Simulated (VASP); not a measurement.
# SrO: exact exchange and RPA correlation, part 6 of 6

Wanted: where the RPA puts the energy minimum of SrO. The scan starts from a database cell, scaled to the smallest volume of the series. The cell is of the rock-salt type, one of the forms listed for this formula. The start is a cell from a database of measured crystal structures.

VASP 6.6.1, plane waves and PAW; the level of theory is named at each step.

So far. Step 31 (Exact exchange, volume ratio 1.06): The Hartree-Fock energy on these orbitals is -14.9348 eV an atom. Step 32 (Empty bands, volume ratio 1.06): WAVECAR now holds 1088 bands for 16 electrons.

The database entry behind the starting cell differs from later determinations by our own check (about 0.5 % short), so it need not match the best structure at ambient conditions.

### 33. RPA correlation, volume ratio 1.06

This step: RPA correlation on PBE orbitals; plane waves and PAW (Sr_sv_GW, O_GW) (VASP 6.6.1).

RPA correlation at this point.

The input, INCAR:

```
SYSTEM = SrO
PREC = Accurate
ENCUT = 560
ISMEAR = 0
SIGMA = 0.05
LREAL = .FALSE.
GGA = PE
NBANDS = 1088
ALGO = ACFDT
ENCUTGW = 200
NOMEGA = 12
PRECFOCK = Fast
LWAVE = .FALSE.
LCHARG = .FALSE.
```

The input, POSCAR:

```
SrO
1.0
    0.0000000000      2.6166323862      2.6166323862
    2.6166323862      0.0000000000      2.6166323862
    2.6166323862      2.6166323862      0.0000000000
Sr O
1 1
Direct
    0.5000000000      0.5000000000      0.5000000000
    0.0000000000      0.0000000000      0.0000000000
```

The input, KPOINTS:

```
Automatic mesh
0
Gamma
4 4 4
0 0 0
```

The projector-augmented-wave data sets are Sr_sv_GW and O_GW (PBE family, release 64).

Run with:

```bash
$ mpirun -np 8 vasp_std
```

The log of the run:

```text
[banner, memory and clock lines left out]
running    8 mpi-ranks, on    1 nodes
[...]
[... a notice as in an earlier step ...]

 LDA part: xc-table for (Slater+PW92), standard interpolation
 found WAVECAR, reading the header
 POSCAR, INCAR and KPOINTS ok, starting setup
[...]
reading WAVECAR
 the WAVECAR file was read successfully
 initial charge from wavefunction
 available memory per node:    117.55 GB, setting MAXMEM to    120372

 The Fermi energy was updated, please check that it is located mid-gap
 values below the HOMO (VB) or above the LUMO (CB) will cause erroneous energies
 E-fermi :   4.5300

 the WAVEDER file was read successfully
 set NWRITE>2 for more details about minimax calculation
 number of imaginary grid points requested:      12
 number of distinct grids requested:  1
 quadrature errors minimized for energies in [ 0.333E+01, 0.582E+03 ]
 bosonic grid (T=0, re) determined with error: 0.1042E-07
 bosonic grid (re): 0.1042E-07
[...]
NQ=   2    0.2500    0.0000    0.0000,
|.........|.........|.........|.........
 performed      13270000 updates of chi_q(r,r)
 total number of BLAS operations       6418.14 Gflops
NQ=   3    0.5000    0.0000    0.0000,
|.........|.........|.........|.........
 performed      19905000 updates of chi_q(r,r)
 total number of BLAS operations       9177.67 Gflops
NQ=   4    0.2500    0.2500    0.0000,
|.........|.........|.........|.........
 performed      26540000 updates of chi_q(r,r)
 total number of BLAS operations      12084.34 Gflops
NQ=   5    0.5000    0.2500    0.0000,
|.........|.........|.........|.........
 performed      33175000 updates of chi_q(r,r)
 total number of BLAS operations      14916.97 Gflops
NQ=   6   -0.2500    0.2500    0.0000,
|.........|.........|.........|.........
 performed      39810000 updates of chi_q(r,r)
 total number of BLAS operations      17533.17 Gflops
NQ=   7    0.5000    0.5000    0.0000,
|.........|.........|.........|.........
 performed      46445000 updates of chi_q(r,r)
 total number of BLAS operations      20149.37 Gflops
NQ=   8   -0.2500    0.5000    0.2500,
|.........|.........|.........|.........
 performed      53080000 updates of chi_q(r,r)
 total number of BLAS operations      22812.92 Gflops
 entering main loop
```

Run time: 97 s. Hardware: 8 MPI ranks of Intel Xeon 6975P-C (Granite Rapids), shared host; peak memory 2.5 GiB; 13 min of CPU time.

OUTCAR, selected parts (step 33):

```text
      cutoff energy     smooth cutoff   RPA   correlation   Hartree contr. to MP2
---------------------------------------------------------------------------------
            200.000           160.000      -21.2668608219      -32.9028774610
            190.476           152.381      -20.9485258831      -32.5069885034
            181.406           145.125      -20.6180679157      -32.0909569767
            172.768           138.214      -20.2817032979      -31.6621102821
            164.541           131.632      -19.9340881593      -31.2131858375
            156.705           125.364      -19.5768038564      -30.7458678918
            149.243           119.394      -19.2147895100      -30.2656574398
            142.136           113.709      -18.8434990697      -29.7659466885
  linear regression

[... 2 parts as in an earlier step ...]

[... 2 further parts left out ...]
[key lines of the parts left out:]
E-fermi :   4.5300
```

Extrapolated by the program to an infinite response cutoff, the correlation energy is -12.415 eV an atom, +8 meV against the point before. With exact exchange the total is -27.3500 eV an atom.

### 34. Comparison: r2SCAN, volume ratio 1.06

This step: r2SCAN; plane waves and PAW (Sr_sv_GW, O_GW) (VASP 6.6.1).

The comparison at this point.

The input, INCAR:

```
SYSTEM = SrO
PREC = Accurate
ENCUT = 560
EDIFF = 1E-06
NELM = 100
ISMEAR = 0
SIGMA = 0.05
LREAL = .FALSE.
ALGO = Normal
METAGGA = R2SCAN
LASPH = .TRUE.
NBANDS = 14
LWAVE = .FALSE.
LCHARG = .FALSE.
KPAR = 8
```

POSCAR is that of step 33.

KPOINTS is that of step 33.

Run with:

```bash
$ mpirun -np 8 vasp_std
```

The log of the run:

```text
[... set-up lines as in an earlier step ...]
 entering main loop
       N       E                     dE             d eps       ncg     rms          rms(c)
DAV:   1     0.897712044176E+02    0.89771E+02   -0.83141E+03   224   0.116E+03
DAV:   2    -0.369442452593E+02   -0.12672E+03   -0.11129E+03   324   0.325E+02
DAV:   3    -0.427390260363E+02   -0.57948E+01   -0.57589E+01   334   0.698E+01
DAV:   4    -0.428043624878E+02   -0.65336E-01   -0.65316E-01   254   0.688E+00
[...]
DAV:  14    -0.317972670695E+02    0.87192E-04   -0.17876E-04   354   0.173E-01    0.168E-02
DAV:  15    -0.317972655811E+02    0.14884E-05   -0.17128E-05   232   0.438E-02    0.711E-03
DAV:  16    -0.317972655390E+02    0.42114E-07   -0.37932E-07   124   0.746E-03
   1 F= -.31797266E+02 E0= -.31797266E+02  d E =-.229896E-18
```

Run time: 11 s. Hardware: 8 MPI ranks; peak memory 1.4 GiB; 82 s of CPU time.

From OUTCAR (step 34):

```text
  Total       -0.8422492     -0.8422492     -0.8422492     -0.0000000      0.0000000     -0.0000000
  in kB      -37.6611031    -37.6611031    -37.6611031     -0.0000000      0.0000000     -0.0000000
  external PRESSURE =     -37.6611031 kB  Pullay stress =       0.0000000 kB

 POSITION                                       TOTAL-FORCE (eV/Angst)
 -----------------------------------------------------------------------------------
      2.61663      2.61663      2.61663         0.000000      0.000000      0.000000
      0.00000      0.00000      0.00000        -0.000000     -0.000000     -0.000000
 -----------------------------------------------------------------------------------
    total drift:                               -0.000000      0.000000      0.000000

  FREE ENERGIE OF THE ION-ELECTRON SYSTEM (eV)
  ---------------------------------------------------
  free  energy   TOTEN  =       -31.7972655390 eV

  energy  without entropy=      -31.7972655390  energy(sigma->0) =      -31.79726554

[... 2 parts as in an earlier step ...]

[... 1 further part left out ...]
[key lines of the parts left out:]
E-fermi :   2.8364
```

Its energy is -15.8986 eV an atom, on a zero of its own.

### 35. Orbitals for comparison: HSE06, volume ratio 1.06

This step: PBE; plane waves and PAW (Sr_sv_GW, O_GW) (VASP 6.6.1).

Starting orbitals, as before.

The input, INCAR:

```
SYSTEM = SrO
PREC = Accurate
ENCUT = 560
EDIFF = 1E-05
NELM = 100
ISMEAR = 0
SIGMA = 0.05
LREAL = .FALSE.
ALGO = Normal
GGA = PE
NBANDS = 14
LORBIT = 11
LWAVE = .TRUE.
LCHARG = .FALSE.
KPAR = 8
```

POSCAR is that of step 34.

KPOINTS is that of step 34.

Run with:

```bash
$ mpirun -np 8 vasp_std
```

The log of the run:

```text
[... set-up lines as in an earlier step ...]
 entering main loop
       N       E                     dE             d eps       ncg     rms          rms(c)
[... 11 cycles as in an earlier step ...]
DAV:  12    -0.168124088945E+02   -0.17584E-04   -0.11772E-04   242   0.933E-02    0.127E-02
DAV:  13    -0.168124107416E+02   -0.18472E-05   -0.51174E-06   202   0.284E-02
   1 F= -.16812411E+02 E0= -.16812411E+02  d E =-.378709E-19
 writing wavefunctions
```

Wall time 3.2 s (8 MPI ranks); peak memory 1.4 GiB.

From OUTCAR (step 35):

```text
  Total       -0.3871176     -0.3871176     -0.3871176     -0.0000000     -0.0000000     -0.0000000
  in kB      -17.3099344    -17.3099344    -17.3099344     -0.0000000     -0.0000000     -0.0000000
  external PRESSURE =     -17.3099344 kB  Pullay stress =       0.0000000 kB

 POSITION                                       TOTAL-FORCE (eV/Angst)
 -----------------------------------------------------------------------------------
      2.61663      2.61663      2.61663         0.000000     -0.000000      0.000000
      0.00000      0.00000      0.00000        -0.000000      0.000000     -0.000000
 -----------------------------------------------------------------------------------
    total drift:                               -0.000000      0.000000      0.000000

  FREE ENERGIE OF THE ION-ELECTRON SYSTEM (eV)
  ---------------------------------------------------
  free  energy   TOTEN  =       -16.8124107416 eV

  energy  without entropy=      -16.8124107416  energy(sigma->0) =      -16.81241074

[... 2 parts as in an earlier step ...]

[... 1 further part left out ...]
[key lines of the parts left out:]
E-fermi :   3.1729
```

The run ends at a pressure of -1.73 GPa.

### 36. Comparison: HSE06, volume ratio 1.06

This step: HSE06; plane waves and PAW (Sr_sv_GW, O_GW) (VASP 6.6.1).

The comparison at this point.

The input, INCAR:

```
SYSTEM = SrO
PREC = Accurate
ENCUT = 560
EDIFF = 1E-06
NELM = 100
ISMEAR = 0
SIGMA = 0.05
LREAL = .FALSE.
ALGO = Normal
LHFCALC = .TRUE.
AEXX = 0.25
GGA = PE
HFSCREEN = 0.2
LASPH = .TRUE.
NBANDS = 14
PRECFOCK = Fast
LWAVE = .FALSE.
LCHARG = .FALSE.
KPAR = 8
```

POSCAR is that of step 35.

KPOINTS is that of step 35.

The WAVECAR or CHGCAR of an earlier step is read.

Run with:

```bash
$ mpirun -np 8 vasp_std
```

The log of the run:

```text
[... set-up lines as in an earlier step ...]
 entering main loop
       N       E                     dE             d eps       ncg     rms          rms(c)
DAV:   1    -0.195127135529E+02   -0.19513E+02   -0.23940E-01   242   0.795E+00    0.160E+00
DAV:   2    -0.195086405181E+02    0.40730E-02   -0.19489E-02   340   0.190E+00    0.475E-01
DAV:   3    -0.195080155152E+02    0.62500E-03   -0.31412E-03   260   0.481E-01    0.320E-01
DAV:   4    -0.195074190169E+02    0.59650E-03   -0.63443E-04   266   0.417E-01    0.146E-01
DAV:   5    -0.195072853780E+02    0.13364E-03   -0.26149E-04   296   0.226E-01    0.778E-02
DAV:   6    -0.195072357721E+02    0.49606E-04   -0.18772E-05   224   0.658E-02    0.472E-02
DAV:   7    -0.195072237378E+02    0.12034E-04   -0.10307E-05   324   0.373E-02    0.254E-02
DAV:   8    -0.195072207860E+02    0.29518E-05   -0.32414E-06   266   0.302E-02    0.153E-02
DAV:   9    -0.195072203218E+02    0.46417E-06   -0.10851E-06   178   0.180E-02
   1 F= -.19507220E+02 E0= -.19507220E+02  d E =-.140462E-15
```

Run time: 13 s. Hardware: 8 MPI ranks; peak memory 2 GiB.

From OUTCAR (step 36):

```text
 POSITION                                       TOTAL-FORCE (eV/Angst)
 -----------------------------------------------------------------------------------
      2.61663      2.61663      2.61663        -0.000000      0.000000     -0.000000
      0.00000      0.00000      0.00000         0.000000      0.000000      0.000000
 -----------------------------------------------------------------------------------
    total drift:                                0.000000      0.000000      0.000000

  FREE ENERGIE OF THE ION-ELECTRON SYSTEM (eV)
  ---------------------------------------------------
  free  energy   TOTEN  =       -19.5072203218 eV

  energy  without entropy=      -19.5072203218  energy(sigma->0) =      -19.50722032

[... 2 parts as in an earlier step ...]

[... 1 further part left out ...]
[key lines of the parts left out:]
E-fermi :   2.0669
```

Its energy is -9.7536 eV an atom, on a zero of its own.

### 37. Summary

This step: exact exchange and RPA correlation on PBE orbitals, beside r2SCAN, beside HSE06; plane waves and PAW (VASP 6.6.1).

Derived from the runs above.

This step gave:

* equilibrium volume, EXX+RPA: 17.23 Å³/atom
* bulk modulus: 99.86 GPa

Table of energy above the lowest point by volume; values in meV/atom:

```
volume (Å³/atom)   PBE    EXX  EXX+RPA  r2SCAN  HSE06
          15.887  49.3   64.9     34.8    31.0   28.6
          16.394  22.3   31.0     12.8    10.0   8.86
          16.901  6.41   10.1     1.47   0.234      0
          17.408     0  0.260        0       0  0.465
          17.916  1.70      0     7.53    7.89   8.88
```

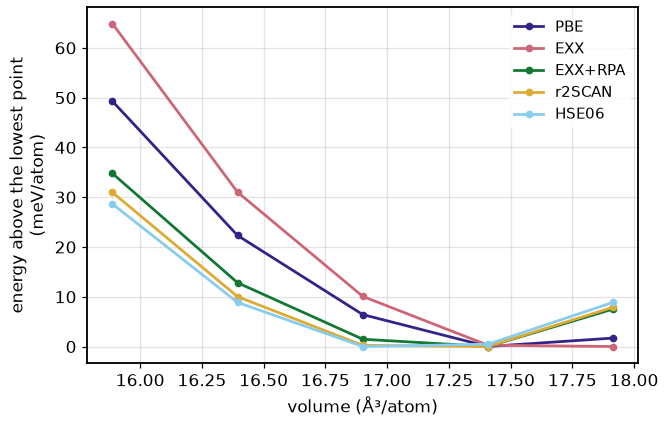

Energy above the lowest point against volume.

Cost is wall time times ranks on a shared host; the EXX and RPA rows hold the orbitals run too, the hybrid row not its starting run, and runs of a few seconds are mostly start-up. Fits of the equation of state:

```
  level  V0 (Å³/atom)  B0 (GPa)  fit error (meV/atom)  minimum inside the series  cost a point (core minutes)
    PBE         17.55     84.89               9.88e-4                        yes                         0.47
    EXX         17.67     97.27               0.00398                        yes                         1.28
EXX+RPA         17.23     99.86              0.009124                        yes                        13.41
 r2SCAN         17.17     93.68              0.003052                        yes                         1.33
  HSE06         17.12     92.57              0.001218                        yes                            2
```

### 38. Outcome

| Property | Result |
| --- | --- |
| PBE | V0 17.55 Å³/atom, B0 84.9 GPa |
| EXX | V0 17.67 Å³/atom, B0 97.3 GPa |
| EXX+RPA | V0 17.23 Å³/atom, B0 99.9 GPa |
| r2SCAN | V0 17.17 Å³/atom, B0 93.7 GPa |
| HSE06 | V0 17.12 Å³/atom, B0 92.6 GPa |

Exact exchange with RPA correlation puts the minimum at 17.23 Å³ an atom, with a bulk modulus of 99.9 GPa. PBE puts the volume 1.8 % above EXX+RPA, at roughly 1/29 of its cost. r2SCAN puts the volume 0.40 % below EXX+RPA, at roughly 1/10 of its cost. HSE06 puts the volume 0.63 % below EXX+RPA, at roughly 1/7 of its cost. Correlation shrinks the exact-exchange volume by 2.5 %. Mesh, ENCUT and response cutoff weren't varied, and the extrapolation in the response cutoff changes with the volume, so small differences in volume between the levels aren't resolved. Exact exchange and correlation are taken on one coarse mesh and aren't self-consistent; the correlation energy is extrapolated in the response cutoff by the program, which at the first volume adds -1787 meV an atom to the value at the highest cutoff and varies with the volume; a small fit error says nothing about that part. NBANDS follows the largest plane-wave count of any k point, which rises in steps with the volume. The cheaper functionals share the mesh, and the fits are third-order Birch-Murnaghan curves. Not tabulated here, as repeats of values shown or as unfit to read for their mesh, reference level or band range: eps2 curves (empty bands); eps1 curves and static values (empty bands); gaps (empty bands).

[Lines on the potential files, build, host, timing and source positions are cut from VASP's logs without a mark.]

[Logs are printed without paths, hosts, clocks, repeated set-up lines and the standing remarks that a program may print on its own settings, such as how far it seeks lower states.]

[Hosts, paths, dates, database ids (printed as entryN), source tags and the programs' standing remarks are cut or masked in the printed files.]

[Pressures printed for these runs are not shown converged in the cutoff: they can be off by several GPa and have the wrong sign.]
